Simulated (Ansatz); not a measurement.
A periodic structure is given below.

```
CELL_PARAMETERS angstrom
5.46721 0.00000 0.00000
0.00000 3.25722 0.00000
-1.76332 0.00000 7.85871
ATOMIC_POSITIONS crystal
Hf 0.77898 0.00000 0.33693
Hf 0.22102 0.00000 0.66307
Hf 0.00000 0.00000 0.00000
N 0.61113 0.00000 0.83339
N 0.38887 0.00000 0.16661
Hf 0.27898 0.50000 0.33693
Hf 0.72102 0.50000 0.66307
Hf 0.50000 0.50000 0.00000
N 0.11113 0.50000 0.83339
N 0.88887 0.50000 0.16661
```

Question: Interpret the file: composition, symmetry and coordination.

Answer: The solid is Hf₃N₂. Its lattice is base-centred monoclinic, its space group C2/m (No. 12). In the cell are 6 Hf, 4 N, which makes 2 formula units.

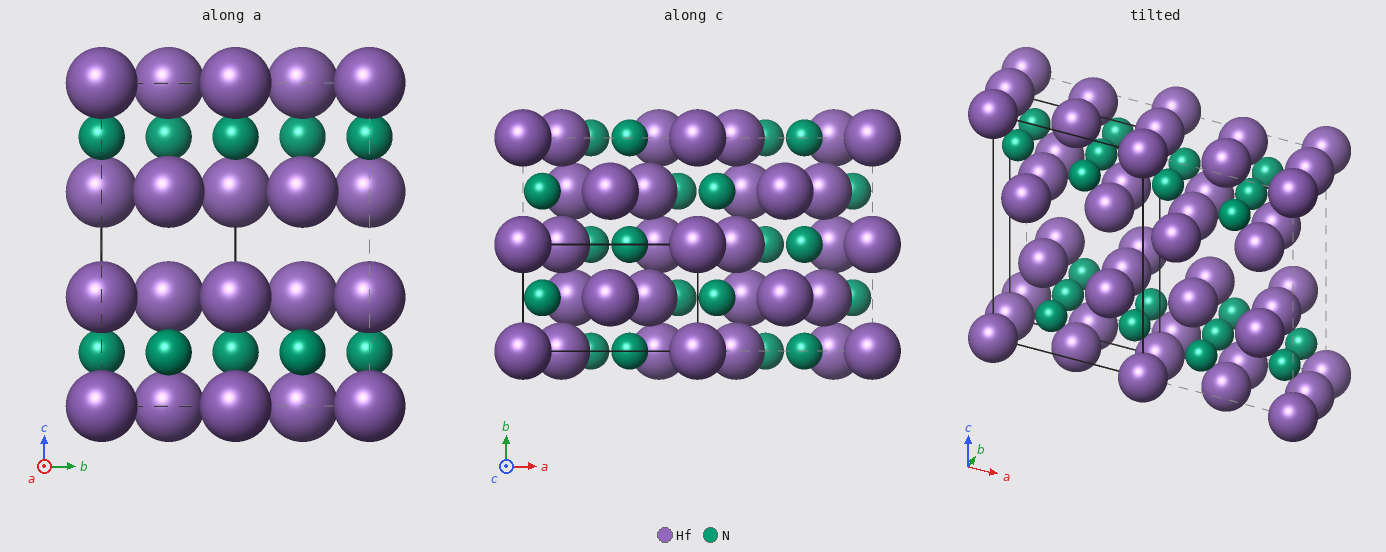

The crystal in a spheres-only representation, seen along the a axis, along the c axis and slightly off an axis. Shown are 2×2×1 repeats of the conventional unit cell, one of them outlined in solid lines.

Provenance: a structure listed in the Materials Project. The cell was then strained or its atoms displaced on purpose. It was set up as input for a calculation with Ansatz.
